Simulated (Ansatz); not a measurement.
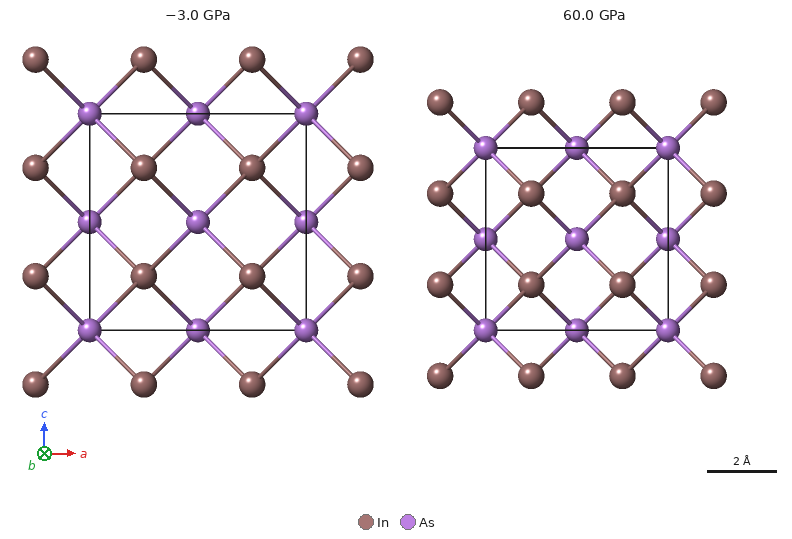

Solid InAs (set up in F-43m), relaxed (cell and atoms) at several target pressures. The picture shows the first and the last member. The picture is a ball-and-stick view of the conventional cell (4 times the calculation's cell), seen along the b axis. Lengths and directions refer to the drawn axes.

Computed with Ansatz 0.2.0: DFT PBE, scalar-relativistic, plane waves, PAW. Settings: plane-wave cutoff 420 eV; k-point mesh 12 × 12 × 12 at −3.0 to 15.0, 14 × 14 × 14 at 30.0 and 60.0 GPa; occupations gaussian; smearing width 0.1 eV; no spin polarisation; cell and atoms relaxed; force threshold 0.008 eV/Å.

```tsv
pressure (GPa)	volume (Å³/atom)	a (Å)
−3.0	31.894	6.343
0.0	29.624	6.188
3.0	?	?
8.0	26.168	5.938
15.0	24.354	5.797
30.0	21.857	5.592
60.0	19.030	5.340
```

Question: One row is withheld. What does the calculation give there?

Answer: Murnaghan's form V = V₀(1 + B′P/B₀)^(−1/B′), with V₀ = 29.624 Å³ from the row at zero pressure, fits the other rows with B₀ = 48.8 GPa and B′ = 4.10 (largest miss 0.096 Å³). At 3.0 GPa it gives 29.624 × (1 + 4.10 × 3.0/48.8)^(−1/4.10) = 28.044 Å³ per atom. The calculation gives 28.050 Å³/atom (a = 6.077 Å). The estimate is 0.006 Å³/atom too low. From the first member to the last: As–In 2.746 → 2.312 Å.

The whole series:

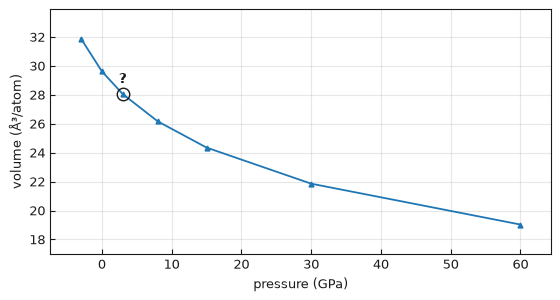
